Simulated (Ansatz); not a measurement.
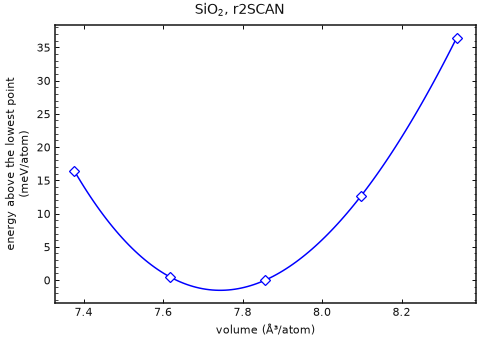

How it was computed, with Ansatz 0.2.0 development build: equation of state of a cubic crystal from periodic Kohn-Sham density functional theory without spin, third-order Birch-Murnaghan fit to the free energies; pressure corrected for the finite basis. Level: r2SCAN.

| setting | value |
| --- | --- |
| structure type | fluorite |
| atoms in cell | 3 |
| space group number | 225 |
| lattice centring | face-centred primitive |
| k mesh | 13×13×13 |
| occupation method | Fermi–Dirac |
| occupation width | 0.1 eV |
| wave cutoff | 700 eV |
| datasets | hard PAW |
| density tolerance | 1e−09 eV |
| bands | 16 |
| density cutoff ratio | 4 |
| search for lower states | default |
| xc grid level | 2 |

**Figure.** Energy above the lowest point against volume for SiO₂, space group Fm-3m (No. 225) (one of a set of cubic test structures, which need not be the stable phase).

A third-order Birch–Murnaghan fit gives V0 = 7.74 Å³/atom, B0 = 304 GPa and B′ = 4.3. The energy above the lowest point is 16.5 meV/atom at volume 7.3764 Å³/atom and 36.4 meV/atom at 8.3385 Å³/atom; the lowest computed point is at volume 7.8574 Å³/atom (0.0 meV/atom).

Note: cubic model structure, not the ambient form; pseudopotentials made with PBE, not this functional.
